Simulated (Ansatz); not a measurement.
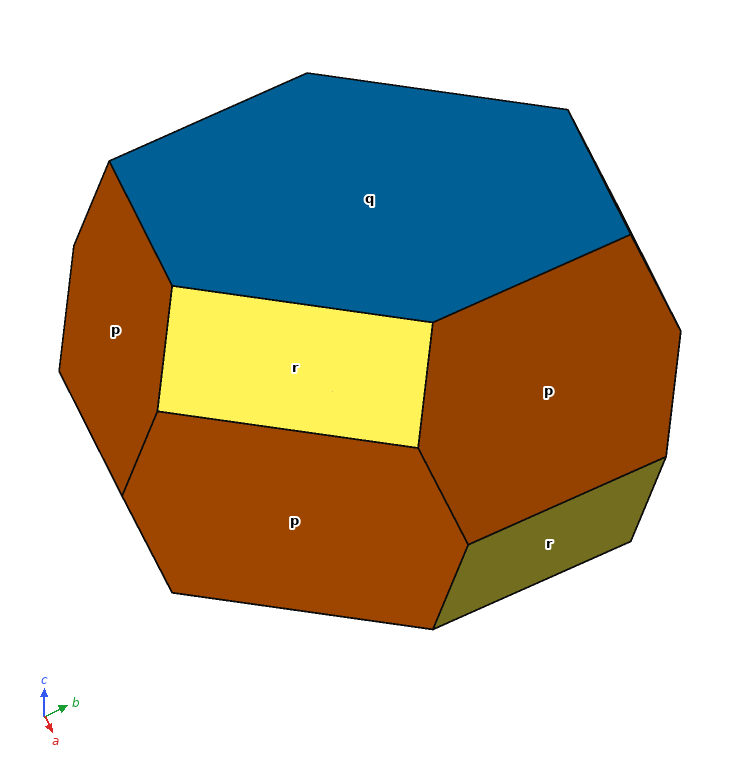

The shape was computed with the Donnay–Harker form of the Bravais–Friedel law: planes with larger spacing d grow more slowly and so show as larger faces; centring, glide planes and screw axes halve or divide d. Faces of one form share a colour. Cell of BN: space group R3m (No. 160), a = 2.500 Å, b = 2.500 Å, c = 9.760 Å, α = 90.00°, β = 90.00°, γ = 120.00°. Geometry: the structure of a calculation's input, shown in its standard cell. Forms under 0.4 % of the area are left out. Forms are taken in the Laue class: a face and its opposite count as one form.

**Give the Miller indices of each colour.**

orange (p): {101} (d = 2.11 Å, 43 % of the area); blue (q): {003} (d = 3.25 Å, 37 % of the area); yellow (r): {012} (d = 1.98 Å, 20 % of the area).
